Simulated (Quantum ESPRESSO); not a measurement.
## A series of single points on GaSb

System: GaSb (F-43m, 2 atoms in the cell).
Method: Kohn-Sham DFT of a periodic cell, PBEsol, GBRV 1.5 PBEsol, no spin polarisation (Quantum ESPRESSO 7.5).

The 7 runs differ only in the geometry, by an even scaling of the cell at fixed fractional positions. The structure derives from an entry of the Crystallography Open Database.

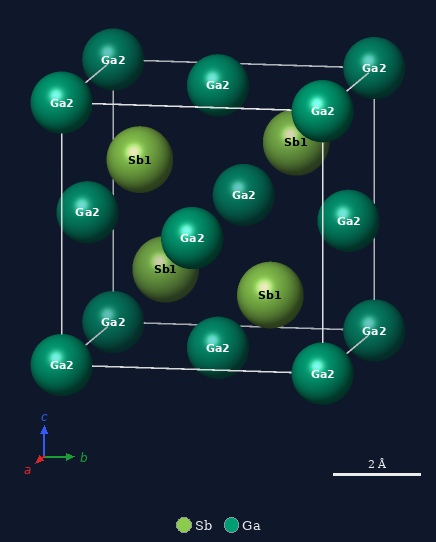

Figure 1. The structure of run 4 (spheres-only view of the cell 4 times as large as that of the calculation, set on its symmetry axes, seen slightly off an axis; atoms are numbered from 1 in the order of the input).

### Input of run 4
```
&CONTROL
  calculation = 'scf'
  prefix = 'pwscf'
  outdir = './tmp'
  pseudo_dir = './pseudo'
  tstress = .true.
  disk_io = 'nowf'
/
&SYSTEM
  ibrav = 0
  nat = 2
  ntyp = 2
  ecutwfc = 56
  ecutrho = 448
  nbnd = 25
  occupations = 'smearing'
  smearing = 'fd'
  degauss = 0.00367493
/
&ELECTRONS
  conv_thr = 4d-10
  electron_maxstep = 120
  mixing_beta = 0.5
/
ATOMIC_SPECIES
Sb   121.7600 sb_pbesol_v1.4.uspp.F.UPF
Ga    69.7230 ga_pbesol_v1.4.uspp.F.UPF
CELL_PARAMETERS angstrom
   0.0000000000    3.0590000000    3.0590000000
   3.0590000000    0.0000000000    3.0590000000
   3.0590000000    3.0590000000    0.0000000000
ATOMIC_POSITIONS crystal
Sb     0.7500000000    0.7500000000    0.7500000000
Ga     0.0000000000    0.0000000000    0.0000000000
K_POINTS automatic
8 8 8 0 0 0
```

Command:
```bash
OMP_NUM_THREADS=1 mpirun -n 2 pw.x -nk 2 -in pw.in > pw.out
```

Run 3 differs from it as follows:
```diff
-   0.0000000000    3.0590000000    3.0590000000
-   3.0590000000    0.0000000000    3.0590000000
-   3.0590000000    3.0590000000    0.0000000000
+   0.0000000000    3.0384691801    3.0384691801
+   3.0384691801    0.0000000000    3.0384691801
+   3.0384691801    3.0384691801    0.0000000000
```

### Results, with one run withheld

```csv
run,volume per atom (Å³),"free energy per atom, from the lowest run given (meV)",pressure (GPa),gap on the mesh (eV)
1,26.907,16.96,3.45,0.43
2,27.480,6.92,2.09,0.28
3,28.052,?,?,?
4,28.625,0.00,−0.14,0.00
5,29.197,2.13,−1.09,0.00
6,29.770,7.51,−1.95,0.00
7,30.342,15.80,−2.72,0.00
```

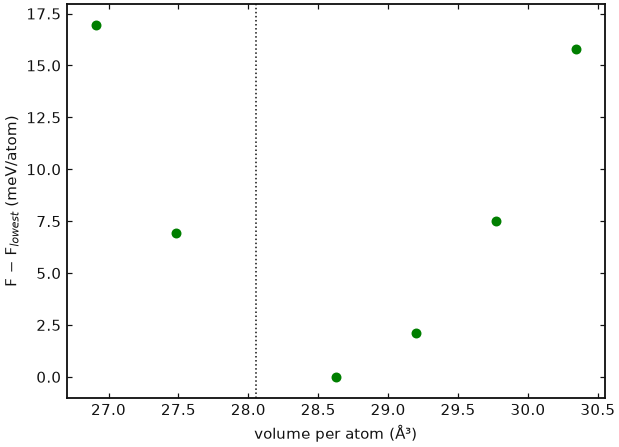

Figure 2. Free energy per atom of the runs given; the dotted line marks run 3.

Estimate the energy of run 3 from the others.

A cubic polynomial in V^(−2/3) (the Birch–Murnaghan form), fitted to the 6 runs given, misses them by at most 0.02 meV per atom. With x = V^(−2/3) − 0.10674 Å⁻², it reads F = 0.032629 − 515.18 x + 8.9106e+05 x² + 2.3104e+06 x³ (meV per atom). At run 3 it gives 1.44 meV per atom, and the run itself gives 1.45. The slope of the fit gives a pressure −dF/dV of 0.95 GPa there, and the run prints 0.89 GPa. The two needn't agree exactly: the fit is approximate, and the printed stress is taken on a finite basis. The fit has its minimum at 28.559 Å³ per atom, where V d²F/dV² gives 51 GPa: the bulk modulus at this level, since symmetry fixes the shape and the positions. The gap on the mesh lies between 0.00 eV (run 4) and 0.43 eV (run 1); run 3 has 0.13 eV. These are gaps of this functional on this mesh, which can miss the band edges; they aren't the measured gap.

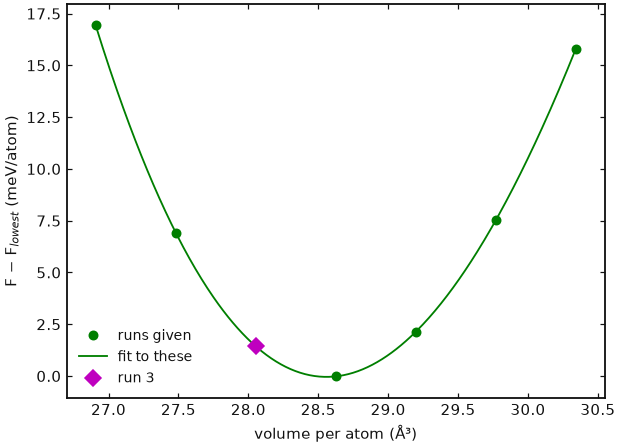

Figure 3. The fit and the withheld run.

### Some lines of the output (run 3)
```
[...]
     total energy              =    -599.47330235 Ry
     total energy              =    -599.62875172 Ry
     total energy              =    -599.60439525 Ry
     total energy              =    -599.61276095 Ry
     total energy              =    -599.61308444 Ry
     total energy              =    -599.61311274 Ry
     total energy              =    -599.61311568 Ry
     total energy              =    -599.61311573 Ry
     total energy              =    -599.61311574 Ry
     the Fermi energy is     8.4880 ev
!    total energy              =    -599.61311574 Ry
     The total energy is F=E-TS. E is the sum of the following terms:
     Computing stress (Cartesian axis) and pressure
          total   stress  (Ry/bohr**3)                   (kbar)     P=        8.86
```
